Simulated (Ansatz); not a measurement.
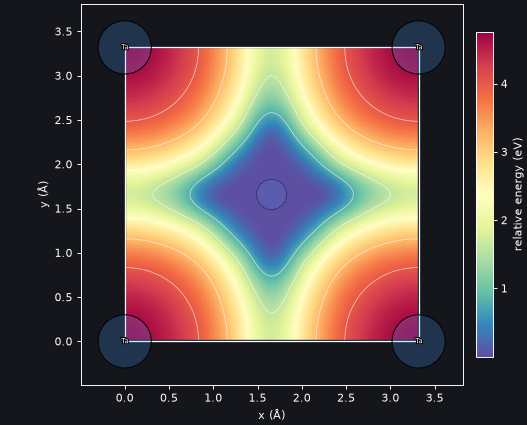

C on a Ta(100) slab cut from the Im-3m phase, its upper half relaxed before the scan (4 atoms of substrate and one adsorbate in a 1 × 1 cell). C is moved over the surface cell; relaxed at each place: the height of the adsorbate's atoms; substrate rigid; the origin of the map has the adsorbate above Ta4. Places are given modulo a cell vector. The map is drawn in real space over the plane of the surface. Grid: 8 × 8 points; 15 points were computed and 49 follow by symmetry. Energies are in eV, from the lowest grid point. With one adsorbate in each 1 × 1 cell, its nearest image is 3.3 Å away, so neighbouring adsorbates interact. These are results of Ansatz 0.2.0, DFT PBE, scalar-relativistic, plane waves, PAW, not measurements. Settings: cutoff 420 eV, k-mesh 8×8×1, gaussian smearing 0.1 eV, no spin polarisation.

Drawn: a smooth colour map with a few white contour lines, labelled circles for the atoms of the top layer and small ones for the second layer, the outline of one cell of the plane. Between grid points the surface is interpolated.

The lowest grid point is at a fourfold hollow over a second-layer Ta atom, (4/8, 4/8) of the cell vectors. The highest grid point, the top site over a surface Ta atom, (0/8, 0/8) of the cell vectors, lies 4.75 eV above the lowest. On the interpolated surface the easiest way out of the lowest well to its copy in the next cell or period passes a barrier of about 1.8 eV. At the lowest point the adsorbate has 1 Ta at 2.04 Å as nearest neighbours, at the highest 1 Ta at 1.94 Å. Its relaxed height above the top atom is 0.55 Å at the lowest and 1.94 Å at the highest point.

C is replaced by N; all else is set up alike.

What will the new map look like?

Answer. The minimum (interpolated where it lies between grid points) moves from a fourfold hollow over a second-layer Ta atom, (4/8, 4/8) of the cell vectors to (3/8, 4/8) of the cell vectors [nearest 3 Ta at 2.14 Å]. The span from the lowest to the highest grid point shrinks from 4.75 to 3.99 eV. In the new map: at the lowest point the adsorbate has 3 Ta at 2.14 Å as nearest neighbours, at the highest 1 Ta at 1.77 Å. Its relaxed height above the top atom is 0.58 Å at the lowest and 1.77 Å at the highest point.

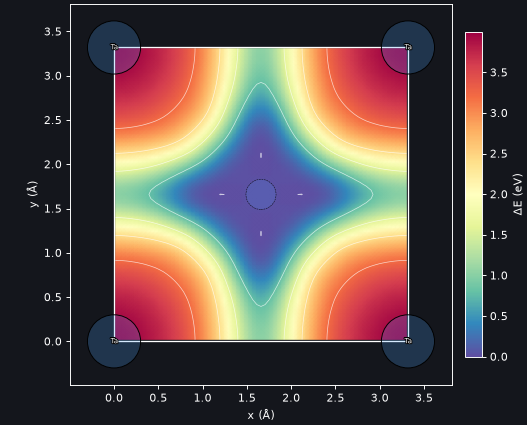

The map after the change, on a colour scale of its own. Drawn: a smooth colour map with a few white contour lines, labelled circles for the atoms of the top layer and small ones for the second layer, the outline of one cell of the plane. Between grid points the surface is interpolated.

PAW datasets: the set soft_1.
